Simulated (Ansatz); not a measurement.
**Moving the knobs of a GW run on InP (F-43m)**

Aim: change settings of a G0W0 run on InP (F-43m) and see what moves.

Program: Ansatz 0.2.0. Level of theory: G0W0 on PBE, plane waves, PAW; PAW set soft_1. Results are calculated unless marked as measured.

## 1. Starting point

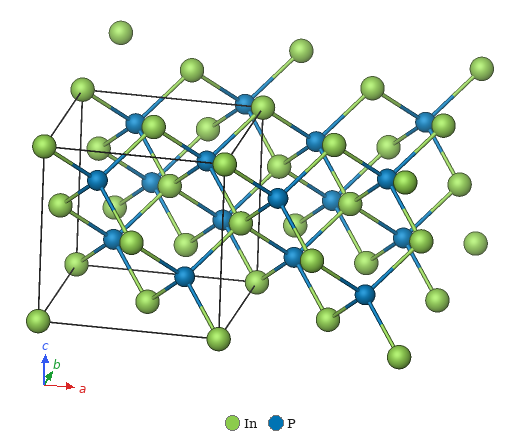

Start, viewed slightly off an axis; indium green, phosphorus blue. 2×2×1 cells are drawn. This picture shows the conventional cell, with its axes. Bonds to atoms that aren't drawn are left out. Some periodic images of atoms are drawn too.

As a file:

```cif
data_structure
_symmetry_space_group_name_H-M 'P 1'
_symmetry_Int_Tables_number 1
_cell_length_a 4.1498
_cell_length_b 4.1498
_cell_length_c 4.1498
_cell_angle_alpha 60.000
_cell_angle_beta 60.000
_cell_angle_gamma 60.000
_cell_volume 50.53
loop_
_atom_site_label
_atom_site_type_symbol
_atom_site_fract_x
_atom_site_fract_y
_atom_site_fract_z
_atom_site_occupancy
In1 In 0.00000 0.00000 0.00000 1
P2 P 0.25000 0.25000 0.25000 1
```

The cell and positions come from the Crystallography Open Database and are kept as given unless a step says otherwise.

## 2. The base run: 4×4×4 mesh, 114 empty bands, screening to 100 eV, PAW set soft_1 files

G0W0 replaces the xc potential by the self-energy, built once from these orbitals. Only a window of levels is corrected, while the sums run over the empty bands that the input names. This step takes PAW set soft_1 files.

input.yaml reads:

```yaml
crystal:
  lattice:
    - [0.0, 2.93435, 2.93435]
    - [2.93435, 0.0, 2.93435]
    - [2.93435, 2.93435, 0.0]
  atoms:
    - { symbol: In, position: [0.0, 0.0, 0.0] }
    - { symbol: P, position: [0.25, 0.25, 0.25] }
kpoints:
  mp_grid: { grid: [4, 4, 4] }
hamiltonian:
  xc: pbe
  pseudopotentials: { kind: paw, azcp: { folder: soft_1 } }
scf:
  occupations: { method: fixed }
gw:
  n_empty_bands: 114
  ecut_chi: 100
  qp_bands: [v2, c2]
  qp_kpoints: band_edges
  screening: { model: contour_deformation }
```

Launch:

```
$ ansatz run input.yaml --threads 3 --pin off --max-ram 92160MiB --backend cuda --events-out ev --progress --plain --runs-dir out --devices 1 --max-vram 13GiB
```

Numbers of over 12 decimals in the logs are rounded to 6 here.

Output:

```text
GPUs: using 1 of 1 available (devices: 1).
Engine: ansatz 0.2.0, x86_64-unknown-linux-gnu
Pseudopotentials: kind: paw
Pseudopotential: In, paw, valence charge 13, recommended cutoff 420 eV (normal), soft_1/In.paw.azcp
Pseudopotential: P, paw, valence charge 5, recommended cutoff 420 eV (normal), soft_1/P.paw.azcp
Functional definition: PBE
  parameter kappa = 0.804
  parameter beta = 0.066725
  exchange = pbe_x(kappa = kappa, mu = beta*pi^2/3)
  correlation = pbe_c(beta = beta)
device memory: the entry about to start is reckoned to put 0.8 GiB on a device that reports 48.8 GiB free (of which the cap on the GPU budget leaves the run 13.0 GiB)
GPU FFT provider: cuFFT
GPU libraries: cuBLAS 13.8.2, cuFFT 12.4.0, cuSOLVER 12.3.4
Crystal: 2 atoms, lattice volume = 50.532 Å³
Basis set: ecut = 420 eV, 965 PW (Γ)
Bands: 13, of which v1, the nominal top of the filled ones, is band 9 counted from 1 (8 counted from 0)
Symmetry: 24 space group operations
Space group: F-43m (ITA 216), of the structure as read, at distance tolerance 3.7e-5 Å
k-points: 8 of 64 (time reversal used)
Non-local potential: In, projectors of the file, l = 0: 2, l = 1: 2, l = 2: 2, l = 3: 1
Non-local potential: P, projectors of the file, l = 0: 2, l = 1: 2, l = 2: 1
PAW form: soft (Blöchl's): semilocal exchange-correlation on the pseudo side does not see the compensation charge
PAW one-centre angular grid: In, 590 points (default); XC on 64 Gauss nodes
PAW one-centre angular grid: P, 110 points (default); XC on 64 Gauss nodes
Initial density: superposition of atomic densities (chi_scale 0.1, normalization cell, long waves kept (reshape's long-wave potential 0.00 eV rms))
Initial wavefunctions: pseudopotential atomic-orbital guess
GPU buffer pool allocated for 27000 grid points (all kernels)
GPU transforms: local potential and band sums: pruned to the plane-wave sphere, on 27×27×27
Functional: x = pbe(κ = 0.804, μ = 0.219515), c = pbe(β = 0.066725)
SCF iter   1: F=—  HF=-6354.195331 eV  |F-HF|=—  |Δ(HF+E_count)|=         —  Δρ=3.59e-2  dr2=9.60e-1  ethr=3.10e-3  ⟨swp⟩=5.0  Hψ=565  notcnv=0  defer=11
preconditioner: auto → none  [insulator: Δε(μ)=0.973 eV  Ē_g=14.435 eV  n_scr=14 (ndim 8)  ℏωp=22.2 eV  f_vac=0.000  ε∞_Penn≈3.4]
SCF iter   2: F=—  HF=-6353.952275 eV  |F-HF|=—  |Δ(HF+E_count)|=   2.43e-1  Δρ=1.65e-2  dr2=9.73e-2  ethr=3.10e-3  ⟨swp⟩=3.1  Hψ=232  notcnv=0  defer=10
SCF iter   3: F=—  HF=-6353.943902 eV  |F-HF|=—  |Δ(HF+E_count)|=   8.37e-3  Δρ=6.57e-3  dr2=1.57e-2  ethr=5.41e-4  ⟨swp⟩=2.9  Hψ=181  notcnv=0  defer=12
SCF iter   4: F=—  HF=-6353.944594 eV  |F-HF|=—  |Δ(HF+E_count)|=   6.92e-4  Δρ=1.10e-3  dr2=4.30e-4  ethr=8.70e-5  ⟨swp⟩=3.6  Hψ=201  notcnv=0  defer=12
[...]
E_nonlocal   = 359.649910
  E_hartree    = 535.467426
  E_xc         = -215.485278
  E_vxc        = -150.017733  (∫ρ·V_xc dr)
  E_paw        = -4768.707758  (= ΣΔE_a)
  E_vpaw       = -286.655965  (= ΣTr[D̂ρ^β])
  E_aug_tail   = 0.000148  (compensation charges beyond the density's cutoff)
  E_ewald      = -1219.106662
  E_smearing   = -0.000000  (= −TS)
  E_closure    = 0.000000  (closes the sum)
  Σ components = -6353.944518   (vs F -6353.944518, Δ=0.00e0)
--- Band table (eV; the first three rows and the last of 8) ---
  k-point 0: bands = [... 5 lower, -4.4707, 7.0244, 7.0244, 7.0244, 7.7032, 11.0824, 11.0824, 11.0824]
  k-point 1: bands = [... 5 lower, -3.7977, 3.5794, 6.4669, 6.4669, 8.7915, 11.7822, 11.7822, 12.3239]
  k-point 2: bands = [... 5 lower, -2.7550, 1.2952, 6.0530, 6.0530, 8.4970, 11.8028, 11.8028, 14.1069]
  k-point 7: bands = [... 5 lower, -2.0233, 1.4178, 4.0771, 4.1163, 11.2988, 11.3753, 12.5556, 13.2142]
--- G₀W₀: contour deformation, 7 samples at zero and on the imaginary axis and 2 off it, 64 q-points, 114 empty bands' worth ---
  eigenvalues of the whole cell's RPA ε∞ on this k-mesh (on a slab, of 1 + 4πα/V) = 47.1678, 47.1678, 47.1678; static W/v taken at q = 0 is 0.021201
  bands read: the sum over 123 bands ends inside a degenerate multiplet in 3 slots, whose members it reads at an even weight; the widest, k=0: bands 122 to 124 (counted from 1) at 2/3 each
  gw.qp_kpoints: band_edges: 6 of 8 stored k-points solved, in 1 pass; an edge of the gap read off the rows below is read off those points alone
    valence top: of the k-points left out ik 5 came nearest to being solved in a further pass, in band 9 (counted from 1, as in the quasiparticle table): it holds the edge there only if its correction is more favourable than any solved in that band by at least 1.026 eV; those differ by 0.140 eV
    conduction bottom: of the k-points left out ik 4 came nearest to being solved in a further pass, in band 10 (counted from 1, as in the quasiparticle table): it holds the edge there only if its correction is more favourable than any solved in that band by at least 1.582 eV; those differ by 0.273 eV
    ik  band        ε_KS         Σx   Σc(E_QP)       V_xc       Z   E_QP_lin       E_QP  E_QP is
     0     8      7.0244   -16.9005     1.4935   -15.0680  0.7336     6.6798     6.6854  root
     0     9      7.0244   -16.9005     1.4935   -15.0680  0.7336     6.6798     6.6854  root
     0    10      7.7032    -9.9811    -3.9331   -14.0723  0.7538     7.8624     7.8614  root
     0    11     11.0824    -7.0394    -4.3672   -11.5529  0.7455    11.2297    11.2287  root
     1     8      6.4669   -16.4446     1.6421   -14.4281  0.7315     6.0851     6.0925  root
     1     9      6.4669   -16.4446     1.6421   -14.4281  0.7315     6.0851     6.0925  root
     1    10      8.7915    -8.8168    -4.0416   -12.9997  0.7527     8.9337     8.9329  root
     1    11     11.7822    -7.0653    -4.5719   -11.7924  0.7409    11.9385    11.9375  root
[...]
7     8      4.0771   -15.3071     2.4638   -12.3513  0.7002     3.5698     3.5851  root
     7     9      4.1163   -14.6256     2.3261   -11.8208  0.7031     3.6208     3.6375  root
     7    10     11.2988    -6.9539    -4.2686   -11.2150  0.7406    11.2912    11.2912  root
     7    11     11.3753    -9.0184    -4.8752   -14.1990  0.7169    11.6852    11.6807  root
[key lines of the parts left out:]
SCF converged after 7 iterations
Free energy (F): -6353.944518 eV
Fermi energy:    7.024351 eV
```

The job ended after 13 s (1 × NVIDIA H100 80GB HBM3 (shared by 6 runs) with 3 threads of AMD EPYC 7R13 (Zen 3), shared host; peak memory 1 GiB; 5.5 s of CPU time).

In the SCF lines HF is the Harris–Foulkes energy and dr2 the Hartree energy of the density residual, in eV; the loop may stop once dr2 is under the threshold and the program's other checks hold. Hψ counts applications of the Hamiltonian.

This step gave:

* bands summed: 123
* RPA ε∞ on this mesh (eigenvalues): 47.17, 47.17, 47.17
* plane waves in the screening matrix: 113
* q-points in the mesh: 64
* G0W0 gap on the mesh: 1.176 eV
* k of the valence top: 0, 0, 0
* k of the conduction bottom: 0, 0, 0
* starting gap on the mesh: 0.6788 eV
* Z at the valence top: 0.7336
* Z at the conduction bottom: 0.7538
* least direct G0W0 gap on the computed points: 1.176 eV

The gap on the mesh goes from 0.68 eV to 1.18 eV, a correction of +0.50 eV. Between the two edge states, bare exchange in place of the xc potential would open the gap by 5.92 eV, and correlation takes back 5.43 eV.

## 3. Variant: wavefunction cutoff

Changes to input.yaml since step 2:

```diff
@@ -21 +21,3 @@
   screening: { model: contour_deformation }
+basis:
+  ecutwfc: 700
```

Output:

```text
GPUs: using 1 of 1 available (devices: 1).
[...]
GPU FFT provider: cuFFT
GPU libraries: cuBLAS 13.8.2, cuFFT 12.4.0, cuSOLVER 12.3.4
Crystal: 2 atoms, lattice volume = 50.532 Å³
Basis set: ecut = 700 eV, 2109 PW (Γ)
Bands: 13, of which v1, the nominal top of the filled ones, is band 9 counted from 1 (8 counted from 0)
[... 1 set-up line as in the run before ...]
[...]
k-points: 8 of 64 (time reversal used)
[...]
GPU buffer pool allocated for 46656 grid points (all kernels)
[...]
SCF iter   1: F=—  HF=-6354.196501 eV  |F-HF|=—  |Δ(HF+E_count)|=         —  Δρ=3.59e-2  dr2=9.59e-1  ethr=3.10e-3  ⟨swp⟩=5.0  Hψ=571  notcnv=0  defer=12
[...]
SCF iter   7: F=-6353.945747 eV  HF=-6353.945747 eV  |F-HF|=1.67e-9  |Δ(HF+E_count)|=   1.01e-7  Δρ=2.72e-6  dr2=3.74e-9  ethr=5.56e-10  ⟨swp⟩=6.2  Hψ=519  notcnv=0
SCF 1 converged in 7 iterations: F = -6353.945747 eV  dr2 = 3.74e-9
[...]
NSCF: frozen V_eff on 8 k-points
[...]
G₀W₀ screening: q 1/8
[... further progress lines ...]
[...]
SCF converged after 7 iterations
Free energy (F): -6353.945747 eV
[...]
Internal energy: -6353.945747 eV  (E = F + TS)
E sigma→0 (E₀):  -6353.945747 eV
Fermi energy:    7.024108 eV
[...]
--- Band table (eV; the first three rows and the last of 8) ---
  k-point 0: bands = [... 5 lower, -4.4708, 7.0241, 7.0241, 7.0241, 7.7031, 11.0822, 11.0822, 11.0822]
  k-point 1: bands = [... 5 lower, -3.7979, 3.5792, 6.4667, 6.4667, 8.7914, 11.7820, 11.7820, 12.3237]
  k-point 2: bands = [... 5 lower, -2.7553, 1.2951, 6.0528, 6.0528, 8.4969, 11.8025, 11.8025, 14.1067]
  k-point 7: bands = [... 5 lower, -2.0237, 1.4177, 4.0769, 4.1162, 11.2985, 11.3752, 12.5554, 13.2139]
[...]
0     8      7.0241   -16.8999     1.4929   -15.0675  0.7336     6.6790     6.6847  root
     0     9      7.0241   -16.8999     1.4929   -15.0675  0.7336     6.6790     6.6847  root
     0    10      7.7031    -9.9809    -3.9339   -14.0722  0.7538     7.8614     7.8604  root
     0    11     11.0822    -7.0412    -4.3682   -11.5550  0.7455    11.2288    11.2278  root
     1     8      6.4667   -16.4444     1.6416   -14.4280  0.7315     6.0845     6.0919  root
     1     9      6.4667   -16.4444     1.6416   -14.4280  0.7315     6.0845     6.0919  root
     1    10      8.7914    -8.8171    -4.0425   -13.0000  0.7527     8.9326     8.9319  root
     1    11     11.7820    -7.0667    -4.5729   -11.7942  0.7409    11.9375    11.9365  root
[...]
7     8      4.0769   -15.3071     2.4635   -12.3514  0.7002     3.5695     3.5848  root
     7     9      4.1162   -14.6261     2.3259   -11.8214  0.7031     3.6207     3.6374  root
     7    10     11.2985    -6.9535    -4.2694   -11.2147  0.7406    11.2903    11.2903  root
     7    11     11.3752    -9.0183    -4.8761   -14.1991  0.7169    11.6843    11.6798  root
```

It took 13 s on 1 × NVIDIA H100 80GB HBM3 (shared by 6 runs) with 3 threads; peak memory 1 GiB; 6.8 s of CPU time.

The G0W0 gap on the mesh is 1.176 eV.

Against the base:

```tsv
setting	base	variant
typed cutoff	-	700
```

```tsv
quantity	variant	base
starting gap on the mesh	0.679	0.679
G0W0 gap on the mesh	1.176	1.176
least direct G0W0 gap on the computed points	1.176	1.176
Z at the valence top	0.734	0.734
Z at the conduction bottom	0.754	0.754
```

## 4. Variant: accuracy level

Changes to input.yaml since step 3:

```diff
@@ -21,3 +21,2 @@
   screening: { model: contour_deformation }
-basis:
-  ecutwfc: 700
+accuracy: low
```

Output:

```text
settings of this run that can trade accuracy for cost: accuracy: low. Do not mix this run's numbers with those of runs without the same settings; the input reference describes each key
GPUs: using 1 of 1 available (devices: 1).
[...]
GPU FFT provider: cuFFT
GPU libraries: cuBLAS 13.8.2, cuFFT 12.4.0, cuSOLVER 12.3.4
Crystal: 2 atoms, lattice volume = 50.532 Å³
Basis set: ecut = 420 eV, 965 PW (Γ)
Bands: 13, of which v1, the nominal top of the filled ones, is band 9 counted from 1 (8 counted from 0)
[... 1 set-up line as in the run before ...]
[...]
k-points: 8 of 64 (time reversal used)
[...]
GPU buffer pool allocated for 27000 grid points (all kernels)
[...]
SCF iter   1: F=—  HF=-6354.195331 eV  |F-HF|=—  |Δ(HF+E_count)|=         —  Δρ=3.59e-2  dr2=9.60e-1  ethr=3.10e-3  ⟨swp⟩=5.0  Hψ=565  notcnv=0  defer=11
[...]
SCF iter   7: F=-6353.944518 eV  HF=-6353.944518 eV  |F-HF|=1.76e-9  |Δ(HF+E_count)|=   8.17e-8  Δρ=2.67e-6  dr2=3.45e-9  ethr=5.56e-10  ⟨swp⟩=6.1  Hψ=511  notcnv=0
SCF 1 converged in 7 iterations: F = -6353.944518 eV  dr2 = 3.45e-9
[...]
G₀W₀ screening: q 1/8
[... further progress lines ...]
[...]
SCF converged after 7 iterations
Free energy (F): -6353.944518 eV
[...]
Internal energy: -6353.944518 eV  (E = F + TS)
E sigma→0 (E₀):  -6353.944518 eV
Fermi energy:    7.024351 eV
[...]
--- Band table (eV; the first three rows and the last of 8) ---
  k-point 0: bands = [... 5 lower, -4.4707, 7.0244, 7.0244, 7.0244, 7.7032, 11.0824, 11.0824, 11.0824]
  k-point 1: bands = [... 5 lower, -3.7977, 3.5794, 6.4669, 6.4669, 8.7915, 11.7822, 11.7822, 12.3239]
  k-point 2: bands = [... 5 lower, -2.7550, 1.2952, 6.0530, 6.0530, 8.4970, 11.8028, 11.8028, 14.1069]
  k-point 7: bands = [... 5 lower, -2.0233, 1.4178, 4.0771, 4.1163, 11.2988, 11.3753, 12.5556, 13.2142]
[...]
0     8      7.0244   -16.9005     1.4946   -15.0680  0.7337     6.6803     6.6864  root
     0     9      7.0244   -16.9005     1.4946   -15.0680  0.7337     6.6803     6.6864  root
     0    10      7.7032    -9.9811    -3.9324   -14.0723  0.7538     7.8631     7.8621  root
     0    11     11.0824    -7.0394    -4.3661   -11.5529  0.7469    11.2309    11.2298  root
     1     8      6.4669   -16.4446     1.6435   -14.4281  0.7314     6.0857     6.0939  root
     1     9      6.4669   -16.4446     1.6435   -14.4281  0.7314     6.0857     6.0939  root
     1    10      8.7915    -8.8168    -4.0409   -12.9997  0.7527     8.9344     8.9336  root
     1    11     11.7822    -7.0653    -4.5714   -11.7924  0.7410    11.9390    11.9380  root
[...]
7     8      4.0771   -15.3071     2.4642   -12.3513  0.7012     3.5696     3.5854  root
     7     9      4.1163   -14.6256     2.3285   -11.8208  0.7030     3.6213     3.6399  root
     7    10     11.2988    -6.9539    -4.2681   -11.2150  0.7407    11.2917    11.2917  root
     7    11     11.3753    -9.0184    -4.8742   -14.1990  0.7170    11.6856    11.6817  root
```

Run time: 10 s. Hardware: 1 × NVIDIA H100 80GB HBM3 (shared by 6 runs) with 3 threads; peak memory 1 GiB; 8.1 s of CPU time.

The G0W0 gap on the mesh is 1.176 eV.

Against the base:

```tsv
setting	base	variant
accuracy	-	low
```

```tsv
quantity	variant	base
starting gap on the mesh	0.679	0.679
G0W0 gap on the mesh	1.176	1.176
least direct G0W0 gap on the computed points	1.176	1.176
Z at the valence top	0.734	0.734
Z at the conduction bottom	0.754	0.754
```

## 5. Summary of results

```json
{
  "base": "1.18 eV, 13 s",
  "wavefunction cutoff": "1.18 eV, 13 s",
  "accuracy level": "1.18 eV, 10 s"
}
```

What this shows: Wavefunction cutoff: the gap moves by −0.0003 eV (the plane-wave cutoff goes from 420 to 700 eV). Accuracy level: the gap moves by −0.0004 eV. All runs here use a coarse mesh and modest cutoffs; they test settings and are not final values. The 4×4×4 mesh is coarse for this cell (its supercell is 17 Å along the shortest edge). The RPA ε∞ on it, from the PBE start, is 47.17; such meshes misread the long-range screening, most where the gap is narrow. The RPA ε∞ on this mesh reaches over 25; with a narrow direct gap a coarse mesh can overstate it, and the correction is then too small. The many-body steps are scalar-relativistic: spin-orbit coupling is not in them.

[Paths, hosts, dates, memory and timing lines, banners, echoed tables and standing remarks are left out of the program output.]

[Logs are printed without paths, hosts, clocks, repeated set-up lines and the standing remarks that a program may print on its own settings, such as how far it seeks lower states.]

[Runs of the session that timed out or met a known fault of the program may be left out.]

[Cells called generated may have been cut or substituted from an entry of the Crystallography Open Database or the Materials Project.]

[Hosts, paths, dates, database ids (printed as entryN), source tags and the programs' standing remarks are cut or masked in the printed files.]
